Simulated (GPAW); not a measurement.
**Collinear magnetic orders of MoS227 Mn2 d5p47 with GPAW**

Aim: find out whether MoS227 Mn2 d5p47 carries moments, and which collinear order costs least.

Method: PBE; plane waves with GPAW's PAW setups, scalar-relativistic, in GPAW 26.7.0.

### 1. The structure

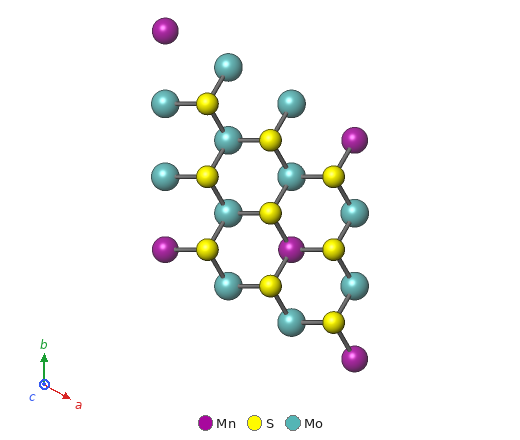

The cell as given, from above (manganese purple, sulfur yellow, molybdenum teal). Bonds to atoms that aren't drawn are left out. Some periodic images of atoms are drawn too.

The cell holds 27 atoms: 2 Mn, 18 S and 7 Mo. Cell: a = 9.480 Å, b = 9.480 Å, c = 16.130 Å, α = 90.0°, β = 90.0°, γ = 120.0°. substitutional dopants on the host's lattice, its constants typed without a cited source, atoms not relaxed. Vacuum lies along c.

### 2. Start 1: ferro ++

Parallel moments need no larger cell; this start tests for a ferromagnetic state only.

order1.py

```python
import json
import numpy as np
from ase import Atoms
from ase.parallel import paropen, parprint
from gpaw import GPAW

atoms = Atoms(['Mn', 'S', 'S', 'Mo', 'S', 'S', 'Mo', 'S', 'S', 'Mo', 'S', 'S', 'Mo', 'S', 'S', 'Mo', 'S', 'S', 'Mo', 'S', 'S', 'Mn', 'S', 'S', 'Mo', 'S', 'S'],
    cell=[[9.48, 0.0, 0.0],
         [-4.74, 8.209921, 0.0],
         [0.0, -0.0, 16.13]],
    scaled_positions=[[0.0, 0.0, 0.5],
         [0.222222, 0.111111, 0.597024],
         [0.222222, 0.111111, 0.402976],
         [0.0, 0.333333, 0.5],
         [0.222222, 0.444444, 0.597024],
         [0.222222, 0.444444, 0.402976],
         [0.0, 0.666667, 0.5],
         [0.222222, 0.777778, 0.597024],
         [0.222222, 0.777778, 0.402976],
         [0.333333, 0.0, 0.5],
         [0.555556, 0.111111, 0.597024],
         [0.555556, 0.111111, 0.402976],
         [0.333333, 0.333333, 0.5],
         [0.555556, 0.444444, 0.597024],
         [0.555556, 0.444444, 0.402976],
         [0.333333, 0.666667, 0.5],
         [0.555556, 0.777778, 0.597024],
         [0.555556, 0.777778, 0.402976],
         [0.666667, 0.0, 0.5],
         [0.888889, 0.111111, 0.597024],
         [0.888889, 0.111111, 0.402976],
         [0.666667, 0.333333, 0.5],
         [0.888889, 0.444444, 0.597024],
         [0.888889, 0.444444, 0.402976],
         [0.666667, 0.666667, 0.5],
         [0.888889, 0.777778, 0.597024],
         [0.888889, 0.777778, 0.402976]],
    pbc=True,
    magmoms=[4.5, 0.0, 0.0, 0.0, 0.0, 0.0, 0.0, 0.0, 0.0, 0.0, 0.0, 0.0, 0.0, 0.0, 0.0, 0.0, 0.0, 0.0, 0.0, 0.0, 0.0, 4.5, 0.0, 0.0, 0.0, 0.0, 0.0])
atoms.calc = GPAW(mode={'name': 'pw', 'ecut': 450},
    xc='PBE',
    kpts={'size': (4, 4, 1), 'gamma': True},
    occupations={'name': 'fermi-dirac', 'width': 0.05},
    convergence={'density': 1e-05, 'energy': 1e-05},
    maxiter=200,
    mixer={'name': 'pulay', 'beta': 0.05, 'nmaxold': 6, 'weight': 50},
    symmetry={'tolerance': 1e-4},
    txt='order1.txt')
e = atoms.get_potential_energy(force_consistent=True)
res = {'free_energy': e, 'energy_sigma0': atoms.get_potential_energy(), 'fermi_energy': atoms.calc.get_fermi_level()}
res['moments'] = atoms.get_magnetic_moments().tolist()
res['total'] = atoms.get_magnetic_moment()
parprint('site moments (muB):', np.round(res['moments'], 3))
parprint(f"total moment: {res['total']:.3f} muB")
parprint(f'free energy: {e:.6f} eV')
atoms.calc.write('order1.gpw')
with paropen('results.json', 'w') as f:
    json.dump(res, f)
```

Launch:

```bash
$ OMP_NUM_THREADS=1 mpirun -n 4 gpaw python order1.py > order1.log
```

Numbers of over 12 decimals in the logs are rounded to 6 here.

What it wrote:

```text
site moments (muB): [ 1.41  -0.027 -0.027 -0.033 -0.003 -0.003 -0.033 -0.003 -0.003 -0.033
 -0.024 -0.024 -0.033 -0.024 -0.024  0.012 -0.003 -0.003 -0.033 -0.027
 -0.027  1.353 -0.024 -0.024 -0.033 -0.027 -0.027]
total moment: 1.999 muB
free energy: -191.562435 eV

--- order1.txt ---
Input parameters:
  mode=PW(ecut=450),
  convergence={'density': 1e-05, 'energy': 1e-05},
  kpts=MonkhorstPack(size=(4, 4, 1), gamma=True),
  maxiter=200,
  mixer=Pulay(name='pulay', nmaxold=6, beta=0.05, weight=50, sigma=0.015, g_ss=None),
  occupations=Occupations(name='fermi-dirac', width=0.05),
  symmetry=Symmetry(tolerance=0.0001),
  xc=XC(name='PBE')

Diagonalizing LCAO Hamiltonian
Converting LCAO to pw mode

               S      S       S
                 S       S      S
          Mo      Mo      Mo
                   S       S       S
             MoS    MoS     MnS
               MnS     MoS    MoS

                   S       S       S

Atoms  # Å, Bohr magnetons
|    | symbol |         x |        y |        z |    initial magnetic moments |
|----|--------|-----------|----------|----------|-----------------------------|
|  0 |     Mn |  0.000000 | 0.000000 | 8.065000 | ( 0.0000,  0.0000,  4.5000) |
|  1 |      S |  1.579998 | 0.912213 | 9.629997 | ( 0.0000,  0.0000,  0.0000) |
|  2 |      S |  1.579998 | 0.912213 | 6.500003 | ( 0.0000,  0.0000,  0.0000) |
|  3 |     Mo | -1.579998 | 2.736638 | 8.065000 | ( 0.0000,  0.0000,  0.0000) |
|  4 |      S | -0.000000 | 3.648850 | 9.629997 | ( 0.0000,  0.0000,  0.0000) |
|  5 |      S | -0.000000 | 3.648850 | 6.500003 | ( 0.0000,  0.0000,  0.0000) |
|  6 |     Mo | -3.160002 | 5.473283 | 8.065000 | ( 0.0000,  0.0000,  0.0000) |
|  7 |      S | -1.580003 | 6.385496 | 9.629997 | ( 0.0000,  0.0000,  0.0000) |
|  8 |      S | -1.580003 | 6.385496 | 6.500003 | ( 0.0000,  0.0000,  0.0000) |
|  9 |     Mo |  3.159997 | 0.000000 | 8.065000 | ( 0.0000,  0.0000,  0.0000) |
| 10 |      S |  4.740005 | 0.912213 | 9.629997 | ( 0.0000,  0.0000,  0.0000) |
| 11 |      S |  4.740005 | 0.912213 | 6.500003 | ( 0.0000,  0.0000,  0.0000) |
| 12 |     Mo |  1.579998 | 2.736638 | 8.065000 | ( 0.0000,  0.0000,  0.0000) |
| 13 |      S |  3.160006 | 3.648850 | 9.629997 | ( 0.0000,  0.0000,  0.0000) |
| 14 |      S |  3.160006 | 3.648850 | 6.500003 | ( 0.0000,  0.0000,  0.0000) |
| 15 |     Mo | -0.000005 | 5.473283 | 8.065000 | ( 0.0000,  0.0000,  0.0000) |
| 16 |      S |  1.580003 | 6.385496 | 9.629997 | ( 0.0000,  0.0000,  0.0000) |
| 17 |      S |  1.580003 | 6.385496 | 6.500003 | ( 0.0000,  0.0000,  0.0000) |
| 18 |     Mo |  6.320003 | 0.000000 | 8.065000 | ( 0.0000,  0.0000,  0.0000) |
| 19 |      S |  7.900002 | 0.912213 | 9.629997 | ( 0.0000,  0.0000,  0.0000) |
| 20 |      S |  7.900002 | 0.912213 | 6.500003 | ( 0.0000,  0.0000,  0.0000) |
| 21 |     Mn |  4.740005 | 2.736638 | 8.065000 | ( 0.0000,  0.0000,  4.5000) |
| 22 |      S |  6.320003 | 3.648850 | 9.629997 | ( 0.0000,  0.0000,  0.0000) |
| 23 |      S |  6.320003 | 3.648850 | 6.500003 | ( 0.0000,  0.0000,  0.0000) |
| 24 |     Mo |  3.160002 | 5.473283 | 8.065000 | ( 0.0000,  0.0000,  0.0000) |
| 25 |      S |  4.740000 | 6.385496 | 9.629997 | ( 0.0000,  0.0000,  0.0000) |
| 26 |      S |  4.740000 | 6.385496 | 6.500003 | ( 0.0000,  0.0000,  0.0000) |

Unit cell  # Å
| periodic |         x |         y |         z |   lengths |     angles |
|----------|-----------|-----------|-----------|-----------|------------|
|      yes |  9.480000 |  0.000000 |  0.000000 |  9.480000 |  90.000000 |
|      yes | -4.740000 |  8.209921 |  0.000000 |  9.480000 |  90.000000 |
|      yes |  0.000000 | -0.000000 | 16.130000 | 16.130000 | 119.999999 |

Number of symmetries: 12

BZ-sampling:
  Number of BZ points: 16
  Number of IBZ points: 4

  Monkhorst-Pack size: [4, 4, 1]
  Monkhorst-Pack shift: [0.125, 0.125, 0.0]

K-points  # in reciprocal-cell coordinates
|   |                                coordinates |     weight |
|---|--------------------------------------------|------------|
| 0 | (  0.00000000,   0.00000000,   0.00000000) | 0.06250000 |
| 1 | (  0.25000000,   0.00000000,   0.00000000) | 0.37500000 |
| 2 | (  0.50000000,   0.25000000,   0.00000000) | 0.37500000 |
| 3 | (  0.50000000,   0.50000000,   0.00000000) | 0.18750000 |

Plane wave coefficients: 27283
Cutoff: 450.000000 eV

Spin-components: 2 (collinear spins)
Bands:           151
Projectors:      144
Spin-degeneracy: 1
Datatype:        complex128

Parallelization:
  kpt:    4
  domain: 1
  band:   1

Density:
  Valence electrons: 236.0
  Components: 2
  Grid points: [48 48 80]
  Charge: 0.0  # |e|

Potential:
  Grid points: [48 48 80]

species:
  Mn:
    name:    Manganese
    Z:       25.0
    valence: 15
    core:    10
    charge:  0.0  # [|e|]
    compensation charges:
      type: gauss
      rc: 0.38  # [Å]
      lmax: 2
    cutoffs:
      filter: 2.14  # [Å]
      core: 0.86  # [Å]
    projectors
    | kind |    occ | energy [eV] | rcut [Å] |
    |------|--------|-------------|----------|
    |   3s |  2.000 |     -85.859 |    1.275 |
    |   4s |  2.000 |      -5.106 |    1.275 |
    |   3p |  6.000 |     -54.597 |    1.281 |
    |   4p |  0.000 |      -1.371 |    1.281 |
    |   3d |  5.000 |      -6.771 |    1.138 |
    |    d |        |      20.441 |    1.138 |

    Using partial waves for Mn as LCAO basis

  S:
    name:    Sulfur
    Z:       16.0
    valence: 6
    core:    10
    charge:  0.0  # [|e|]
    compensation charges:
      type: gauss
      rc: 0.24  # [Å]
      lmax: 2
    cutoffs:
      filter: 1.77  # [Å]
      core: 1.66  # [Å]
    projectors
    | kind |    occ | energy [eV] | rcut [Å] |
    |------|--------|-------------|----------|
    |   3s |  2.000 |     -17.254 |    0.974 |
    |   3p |  4.000 |      -7.008 |    0.979 |
    |    s |        |       9.957 |    0.974 |
    |    p |        |      20.203 |    0.979 |
    |    d |        |       0.000 |    0.900 |

    Using partial waves for S as LCAO basis

  Mo:
    name:    Molybdenum
    Z:       42.0
    valence: 14
    core:    28
    charge:  0.0  # [|e|]
    compensation charges:
      type: gauss
      rc: 0.38  # [Å]
      lmax: 2
    cutoffs:
      filter: 2.16  # [Å]
      core: 1.42  # [Å]
    projectors
    | kind |    occ | energy [eV] | rcut [Å] |
    |------|--------|-------------|----------|
    |   4s |  2.000 |     -64.307 |    1.238 |
    |   5s |  1.000 |      -4.084 |    1.238 |
    |   4p |  6.000 |     -38.491 |    1.296 |
    |   5p |  0.000 |      -1.044 |    1.296 |
    |   4d |  5.000 |      -3.754 |    1.296 |
    |    d |        |      23.458 |    1.296 |

    Using partial waves for Mo as LCAO basis

Reference energy: -1029403.842722  # eV

eigensolver:
  PPCG
  Converge bands: occupied
  niter=2

density mixing:
  Pulay-Mixer
  Linear mixing parameters: 0.05
  Old densities: 6
  Fourier metric: weight=50, sigma=0.015

occupation numbers:
  Fermi-Dirac:
    width: 0.0500  # eV

poisson solver:
  ecut: 3600.000000  # eV

xc functional:
  name: PBE with 2 nearest neighbor stencil

convergence criteria:
- Maximum integral of absolute [dens]ity change: 1e-05 electrons / valence electron
- Maximum [total energy] change in last 3 cyles: 1e-05 eV / valence electron
- Maximum integral of absolute [eigenst]ate change: 4e-08 eV^2 / valence electron
maximum number of iterations: 200

SCF iterations
|iter     |      energy | eigst |  dens |  magmom |
|---------|-------------|-------|-------|---------|
|iter:   1|       0s | -203.004874 | +0.62 |       |  +9.0080|
|iter:   2|      22s | -197.090045 | -0.34 | -0.87 |  +8.7448|
|iter:   3|      44s | -193.678386 | -1.06 | -0.98 |  +8.2018|
|iter:   4|      67s | -191.417144 | -1.09 | -1.06 |  +7.0016|
|iter:   5|      89s | -191.102952 | -1.57 | -1.22 |  +6.5386|
|iter:   6|     111s | -190.812430 | -1.27 | -1.26 |  +4.9854|
|iter:   7|     133s | -190.877680 | -2.20 | -1.49 |  +4.6729|
|iter:   8|     155s | -191.054760 | -2.47 | -1.54 |  +3.8113|
|iter:   9|     176s | -191.234650 | -2.50 | -1.70 |  +2.8486|
|iter:  10|     198s | -191.248432 | -3.00 | -1.91 |  +2.7101|
[... 26 iterations left out ...]
|iter:  37|     791s | -191.519671c| -7.25 | -4.19 |  +2.0011|
|iter:  38|     813s | -191.519670c| -7.22 | -4.27 |  +2.0001|
|iter:  39|     830s | -191.519670c| -7.54c| -4.45 |  +1.9994|
|iter:  40|     841s | -191.519670c| -7.65c| -4.56 |  +1.9991|
|iter:  41|     852s | -191.519670c| -7.71c| -4.65 |  +1.9991|
|iter:  42|     863s | -191.519671c| -7.63c| -4.70 |  +1.9992|
|iter:  43|     875s | -191.519671c| -7.64c| -4.80 |  +1.9993|
|iter:  44|     886s | -191.519671c| -7.72c| -4.84 |  +1.9994|
|iter:  45|     897s | -191.519672c| -7.75c| -4.89 |  +1.9993|
|iter:  46|     908s | -191.519673c| -7.85c| -5.11c|  +1.9993|

Converged in 46 steps
Energy contributions relative to reference atoms: (reference = -1029403.842722)

Energy contributions:
  Kinetic:          -9.538219
  Coulomb:         -40.794952
  Zero:             -0.591658
  External:          0.000000
  Xc:             -140.552082
  Entropy:          -0.085525
  Spinorbit:         0.000000
  ----------------------------
  Free energy:    -191.562435
  Extrapolated:   -191.519673

dipole moment: (-13.924974, -98.686084, 0.000037)  # |e|*Ang

Total magnetic moment: (0.000000, 0.000000, 1.999308)

Local magnetic moments
|        x |        y |         z |
|----------|----------|-----------|
| 0.000000 | 0.000000 |  1.410281 |  # Mn   0
| 0.000000 | 0.000000 | -0.026882 |  # S    1
| 0.000000 | 0.000000 | -0.026882 |  # S    2
| 0.000000 | 0.000000 | -0.032831 |  # Mo   3
| 0.000000 | 0.000000 | -0.002926 |  # S    4
| 0.000000 | 0.000000 | -0.002926 |  # S    5
| 0.000000 | 0.000000 | -0.032831 |  # Mo   6
| 0.000000 | 0.000000 | -0.002926 |  # S    7
| 0.000000 | 0.000000 | -0.002926 |  # S    8
| 0.000000 | 0.000000 | -0.032831 |  # Mo   9
| 0.000000 | 0.000000 | -0.024380 |  # S   10
| 0.000000 | 0.000000 | -0.024380 |  # S   11
| 0.000000 | 0.000000 | -0.032831 |  # Mo  12
| 0.000000 | 0.000000 | -0.024380 |  # S   13
| 0.000000 | 0.000000 | -0.024380 |  # S   14
| 0.000000 | 0.000000 |  0.012358 |  # Mo  15
| 0.000000 | 0.000000 | -0.002926 |  # S   16
| 0.000000 | 0.000000 | -0.002926 |  # S   17
| 0.000000 | 0.000000 | -0.032831 |  # Mo  18
| 0.000000 | 0.000000 | -0.026882 |  # S   19
| 0.000000 | 0.000000 | -0.026882 |  # S   20
| 0.000000 | 0.000000 |  1.353157 |  # Mn  21
| 0.000000 | 0.000000 | -0.024380 |  # S   22
| 0.000000 | 0.000000 | -0.024380 |  # S   23
| 0.000000 | 0.000000 | -0.032831 |  # Mo  24
| 0.000000 | 0.000000 | -0.026882 |  # S   25
| 0.000000 | 0.000000 | -0.026882 |  # S   26

Fermi level: 0.043
Eigenvalues  # (at kpt = [0.000, 0.000, 0.000])
| band index |      eig [eV] | occ [0-1] |      eig [eV] | occ [0-1] |
|------------|---------------|-----------|---------------|-----------|
|          0 |       -80.689 |     1.000 |       -79.158 |     1.000 |
|        ... |               |           |               |           |
|        111 |        -2.042 |     1.000 |        -1.611 |     1.000 |
|        112 |        -1.976 |     1.000 |        -1.611 |     1.000 |
|        113 |        -1.976 |     1.000 |        -1.537 |     1.000 |
|        114 |        -1.369 |     1.000 |        -0.933 |     1.000 |
|        115 |        -1.237 |     1.000 |        -0.790 |     1.000 |
|        116 |        -1.237 |     1.000 |        -0.790 |     1.000 |
|        117 |        -0.239 |     0.996 |         0.330 |     0.003 |
|        118 |         0.009 |     0.663 |         0.754 |     0.000 |
|        119 |         0.010 |     0.661 |         0.754 |     0.000 |
|        120 |         0.218 |     0.029 |         0.754 |     0.000 |
|        121 |         0.649 |     0.000 |         0.865 |     0.000 |
|        122 |         0.649 |     0.000 |         1.025 |     0.000 |
|        123 |         0.676 |     0.000 |         1.025 |     0.000 |
|        124 |         0.676 |     0.000 |         1.150 |     0.000 |
|        125 |         0.769 |     0.000 |         1.150 |     0.000 |
|        ... |               |           |               |           |
|        150 |         3.224 |     0.000 |         3.215 |     0.000 |

No gap
No difference between direct/indirect transitions
```

The job ended after 16 min (4 MPI ranks of Arm Neoverse V2, shared host; peak memory 3.6 GiB; 63 min of CPU time).

Spin moment in the augmentation sphere by element, in μB:

```
element  atoms   mean  spread (r.m.s.)  least  largest
     Mn      2   1.38             0.03   1.35     1.41
      S     18  -0.02             0.01  -0.03     0.00
     Mo      7  -0.03             0.02  -0.03     0.01
```

The atoms farthest from the mean of their element:

```csv
atom,"x, y, z (Å)",spin moment in the augmentation sphere (μB)
Mo16,"0.00, 5.47, 8.06",0.01
Mn22,"4.74, 2.74, 8.06",1.35
Mn1,"0.00, 0.00, 8.06",1.41
S6,"0.00, 3.65, 6.50",0.00
S9,"-1.58, 6.39, 6.50",0.00
S5,"0.00, 3.65, 9.63",0.00
S17,"1.58, 6.39, 9.63",0.00
S8,"-1.58, 6.39, 9.63",0.00
```

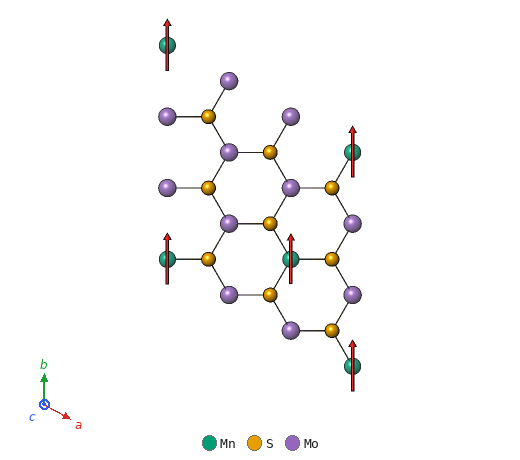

Spin moment in the augmentation sphere as arrows, the longest 1.41 μB. Up and down stand for the sign. Arrows give size and sign along the axis of quantisation, drawn up and down the page. Bonds to atoms that aren't drawn are left out. Some periodic images of atoms are drawn too.

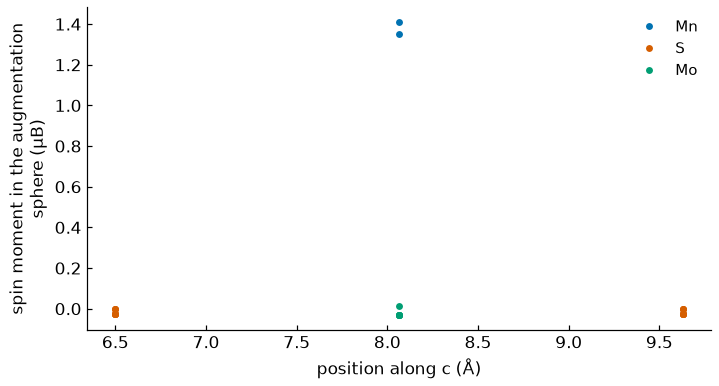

Spin moment in the augmentation sphere along the cell.

This step gave:

- magnetization: 1.999 μB
- final state: ferromagnetic

After 46 cycles the largest moment stands at 1.41 μB.

[end of part 1 of 2]

[Logs and program files are shortened in this print: banners, set-up blocks, solver, clock and traceback lines can be left out without a mark of their own.]

[Logs are printed without paths, hosts, clocks, repeated set-up lines and the standing remarks that a program may print on its own settings, such as how far it seeks lower states.]

[Hosts, paths, dates, database ids (printed as entryN), source tags and the programs' standing remarks are cut or masked in the printed files.]

[Where a cell is said to come from a database of computed structures, the database is the Materials Project.]
